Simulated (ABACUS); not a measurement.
Run report: SrCl₂, band-structure run (part 2 of 2)

Continued. System: SrCl₂ (3 atoms in the cell). Method: Kohn-Sham DFT of a periodic cell, PBEsol, PseudoDojo NC SR 0.5 PBE standard, no spin polarisation (ABACUS 3.10.1); cutoff 925.19 eV, 6×6×6 k-mesh, fermi-dirac of 0.05 eV. The structure derives from an entry of the Crystallography Open Database.

Geometry of the input (Å; fractional positions):
```
0.0000  3.4884  3.4884
3.4884  0.0000  3.4884
3.4884  3.4884  0.0000
Sr 0.0000  0.0000  0.0000
Cl 0.7500  0.7500  0.7500
Cl 0.2500  0.2500  0.2500
```

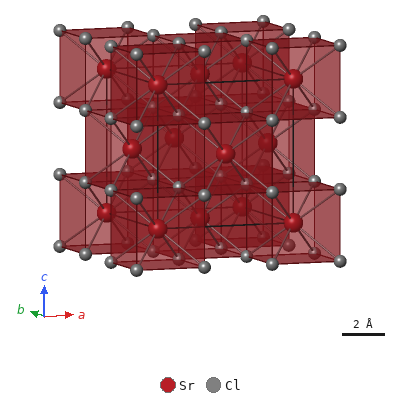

**Figure 1.** The input geometry (polyhedral view of the cell 4 times as large as that of the calculation, set on its symmetry axes, seen slightly off an axis; polyhedra are completed across the faces of the cell). An atom can appear more than once, as a periodic image.

## Output, continued
```
----------------------------------------------------------
 E_KohnSham     -134.2067317289      -1825.9762614705
 E_Harris       -133.6009534155      -1817.7342246827
 E_Fermi        0.4282197382         5.8262284351
----------------------------------------------------------

 PW ALGORITHM --------------- ION=   1  ELEC=   2--------------------------------

 Density error is 0.0065270479832
                          Error Threshold = 0.000351902305913
----------------------------------------------------------
     Energy           Rydberg                 eV
----------------------------------------------------------
 E_KohnSham     -134.2261723305      -1826.2407644252
 E_Harris       -134.3196903965      -1827.5131429889
 E_Fermi        0.3640264488         4.9528339263
----------------------------------------------------------

 PW ALGORITHM --------------- ION=   1  ELEC=   3--------------------------------

 Density error is 0.000804793557741
                          Error Threshold = 2.71960332633e-05
----------------------------------------------------------
     Energy           Rydberg                 eV
----------------------------------------------------------
 E_KohnSham     -134.2275664818      -1826.2597328261
 E_Harris       -134.1478126350      -1825.1746260719
 E_Fermi        0.3654471965         4.9721641902
----------------------------------------------------------

 PW ALGORITHM --------------- ION=   1  ELEC=   4--------------------------------

 Density error is 2.66070521918e-05
                          Error Threshold = 3.35330649059e-06
----------------------------------------------------------
     Energy           Rydberg                 eV
----------------------------------------------------------
 E_KohnSham     -134.2276903849      -1826.2614186145
 E_Harris       -134.2033572520      -1825.9303493565
 E_Fermi        0.3668942425         4.9918522618
----------------------------------------------------------

 PW ALGORITHM --------------- ION=   1  ELEC=   5--------------------------------

 Density error is 2.55224583684e-06
                          Error Threshold = 1.10862717466e-07
----------------------------------------------------------
     Energy           Rydberg                 eV
----------------------------------------------------------
 E_KohnSham     -134.2277064201      -1826.2616367848
 E_Harris       -134.2237830920      -1826.2082571675
 E_Fermi        0.3706155587         5.0424833659
----------------------------------------------------------

 PW ALGORITHM --------------- ION=   1  ELEC=   6--------------------------------

 Density error is 1.24643050063e-07
                          Error Threshold = 1.06343576535e-08
----------------------------------------------------------
     Energy           Rydberg                 eV
----------------------------------------------------------
 E_KohnSham     -134.2277080891      -1826.2616594920
 E_Harris       -134.2258669352      -1826.2366093089
 E_Fermi        0.3731767975         5.0773308071
----------------------------------------------------------

 PW ALGORITHM --------------- ION=   1  ELEC=   7--------------------------------

 Density error is 4.20876482465e-09
                          Error Threshold = 5.1934604193e-10
----------------------------------------------------------
     Energy           Rydberg                 eV
----------------------------------------------------------
 E_KohnSham     -134.2277081651      -1826.2616605271
 E_KS(sigma->0) -134.2277081651      -1826.2616605271
 E_Harris       -134.2275900732      -1826.2600538039
 E_band         -10.8137442461       -147.1285384617
 E_one_elec     -29.0216352019       -394.8596040232
 E_Hartree      23.1848440095        315.4459857701
 E_xc           -34.4032293341       -468.0799485446
 E_Ewald        -93.9876876386       -1278.7680937294
 E_entropy(-TS) 0.0000000000         0.0000000000
 E_descf        0.0000000000         0.0000000000
 E_exx          0.0000000000         0.0000000000
 E_Fermi        0.3735705470         5.0826880445
----------------------------------------------------------

 charge density convergence is achieved
 final etot is -1826.2616605 eV
 EFERMI = 5.0826880445 eV

 STATE ENERGY(eV) AND OCCUPATIONS    NSPIN == 1
 1/4 kpoint (Cartesian) = 0.0000 0.0000 0.0000 (5521 pws)
       1       -29.6304     0.00925926
       2       -11.6701     0.00925926
       3       -11.6701     0.00925926
       4       -11.6701     0.00925926
       5       -10.2314     0.00925926
       6       -9.36940     0.00925926
       7       0.920010     0.00925926
       8       0.920010     0.00925926
       9       0.920010     0.00925926
      10        2.74209     0.00925926
      11        2.74209     0.00925926
      12        2.74209     0.00925926
      13        8.22297    4.90301e-30
      14        9.05319    3.01454e-37
      15        9.05319    3.01454e-37
      16        11.8992    5.74331e-62
      17        11.8992    5.74331e-62
      18        11.8992    5.74331e-62
      19        12.3650    5.16714e-66
      20        12.3650    5.16714e-66
      21        12.3650    5.16714e-66
      22        16.5870        0.00000

 2/4 kpoint (Cartesian) = 0.023889 0.023889 0.023889 (5402 pws)
       1       -29.6296      0.0740741
       2       -11.7682      0.0740741
       3       -11.6738      0.0740741
       4       -11.6738      0.0740741
       5       -10.0705      0.0740741
       6       -9.42630      0.0740741
       7        1.02287      0.0740741
       8        1.02287      0.0740741
       9        1.10863      0.0740741
      10        2.41992      0.0740741
      11        2.58928      0.0740741
      12        2.58928      0.0740741
      13        8.82694    2.22593e-34
      14        9.26791    3.29089e-38
      15        9.26791    3.29089e-38
      16        10.9567    7.05657e-53
      17        11.7114    1.96479e-59
      18        11.7114    1.96479e-59
      19        12.7873    8.87408e-69
      20        12.7873    8.87408e-69
      21        12.8087    5.78700e-69
      22        16.4850        0.00000

 3/4 kpoint (Cartesian) = 0.047778 0.047778 0.047778 (5429 pws)
       1       -29.6279      0.0740741
       2       -11.9187      0.0740741
       3       -11.6811      0.0740741
       4       -11.6811      0.0740741
       5       -9.85263      0.0740741
       6       -9.47174      0.0740741
       7        1.28208      0.0740741
       8        1.28208      0.0740741
       9        1.46587      0.0740741
      10        1.88701      0.0740741
      11        2.25280      0.0740741
      12        2.25280      0.0740741
      13        9.59990    4.30170e-41
      14        9.59990    4.30170e-41
      15        9.76189    1.68509e-42
      16        10.9473    8.51443e-53
      17        11.5917    2.15413e-58
      18        11.5917    2.15413e-58
      19        12.0609    1.80930e-62
      20        13.7375    4.95718e-77
      21        13.7375    4.95718e-77
      22        15.9580        0.00000

 4/4 kpoint (Cartesian) = 0.071667 0.071667 0.071667 (5444 pws)
       1       -29.6270      0.0370370
       2       -11.9796      0.0370370
       3       -11.6848      0.0370370
       4       -11.6848      0.0370370
       5       -9.82713      0.0370370
       6       -9.42038      0.0370370
       7        1.48786      0.0370370
       8        1.48786      0.0370370
       9        1.55104      0.0370370
      10        1.73765      0.0370370
      11        2.01821      0.0370370
      12        2.01821      0.0370370
      13        9.69404    3.27273e-42
      14        9.69404    3.27273e-42
      15        10.5034    3.05718e-49
      16        10.7669    1.57136e-51
      17        11.6438    3.80129e-59
      18        11.6438    3.80129e-59
      19        11.6947    1.37117e-59
      20        14.4804    8.73835e-84
      21        14.4804    8.73835e-84
      22        15.6001        0.00000

------------------------------------------------------------------------------------------
 TOTAL-FORCE (eV/Angstrom)
------------------------------------------------------------------------------------------
                       Sr1         0.0000000000         0.0000000000         0.0000000000
                       Cl1         0.0000000000         0.0000000000         0.0000000000
                       Cl2         0.0000000000         0.0000000000         0.0000000000
------------------------------------------------------------------------------------------

----------------------------------------------------------------
 TOTAL-STRESS (KBAR)
----------------------------------------------------------------
       -10.5037747843         0.0000000000         0.0000000000
        -0.0000000000       -10.5037747843         0.0000000000
        -0.0000000000         0.0000000000       -10.5037747843
----------------------------------------------------------------
 TOTAL-PRESSURE: -10.503775 KBAR

 --------------------------------------------
 !FINAL_ETOT_IS -1826.2616605270611672 eV
 --------------------------------------------
```

## Standard output
```
ABACUS
v3.10.1

               Atomic-orbital Based Ab-initio Computation at UStc

 dft_functional readin is: pbesol
 dft_functional in pseudopot file is: PBE
 Please make sure this is what you need
 dft_functional readin is: pbesol
 dft_functional in pseudopot file is: PBE
 Please make sure this is what you need

%%%%%%%%%%%%%%%%%%%%%%%%%%%%%%%%%%%%%%%%%%%%%%%%%%%%%%%%%%%%%%%%%%%%%%%%%%%%%%%%%%%%%%%%%%%%%%%%%%%%%%%%%
 Warning: the number of valence electrons in pseudopotential > 2 for Sr: [Kr] 5s2
 Pseudopotentials with additional electrons can yield (more) accurate outcomes, but may be less efficient.
 If you're confident that your chosen pseudopotential is appropriate, you can safely ignore this warning.
%%%%%%%%%%%%%%%%%%%%%%%%%%%%%%%%%%%%%%%%%%%%%%%%%%%%%%%%%%%%%%%%%%%%%%%%%%%%%%%%%%%%%%%%%%%%%%%%%%%%%%%%%

 UNIFORM GRID DIM        : 50 * 50 * 50
 UNIFORM GRID DIM(BIG)   : 50 * 50 * 50
 ---------------------------------------------------------
 Self-consistent calculations for electrons
 ---------------------------------------------------------
 SPIN    KPOINTS         PROCESSORS  THREADS
 1       16              4           4
 ---------------------------------------------------------
 Use plane wave basis
 ---------------------------------------------------------
 ELEMENT NATOM       XC
 Sr      1
 Cl      2
 ---------------------------------------------------------
 Initial plane wave basis and FFT box
 ---------------------------------------------------------
 -------------------------------------------
 SELF-CONSISTENT :
 -------------------------------------------
 START CHARGE      : atomic
 ITER       ETOT/eV          EDIFF/eV         DRHO     TIME/s
 DA1     -1.82597626e+03   0.00000000e+00   8.4457e-02   1.18
 DA2     -1.82624076e+03  -2.64502955e-01   6.5270e-03   0.52
 DA3     -1.82625973e+03  -1.89684009e-02   8.0479e-04   0.47
 DA4     -1.82626142e+03  -1.68578848e-03   2.6607e-05   0.55
 DA5     -1.82626164e+03  -2.18170228e-04   2.5522e-06   0.63
 DA6     -1.82626166e+03  -2.27072212e-05   1.2464e-07   0.62
 DA7     -1.82626166e+03  -1.03506349e-06   4.2088e-09   0.60
----------------------------------------------------------------
 TOTAL-STRESS (KBAR)
----------------------------------------------------------------
       -10.5037747843         0.0000000000         0.0000000000
        -0.0000000000       -10.5037747843         0.0000000000
        -0.0000000000         0.0000000000       -10.5037747843
----------------------------------------------------------------
 TOTAL-PRESSURE: -10.503775 KBAR
```

## Summary

- outcome: converged
- space group (tolerance 0.01 Å): Fm-3m (225)
- electrons treated: 24
- free energy: −1826.2617 eV
- Fermi energy: 5.083 eV
- gap on the k-point mesh: 5.14 eV
- pressure: −1.05 GPa
- largest force (length of the vector): under 0.001 eV/Å
- wall time: 5.2 s (CPU time 21 s)
- peak memory: 0.48 GiB
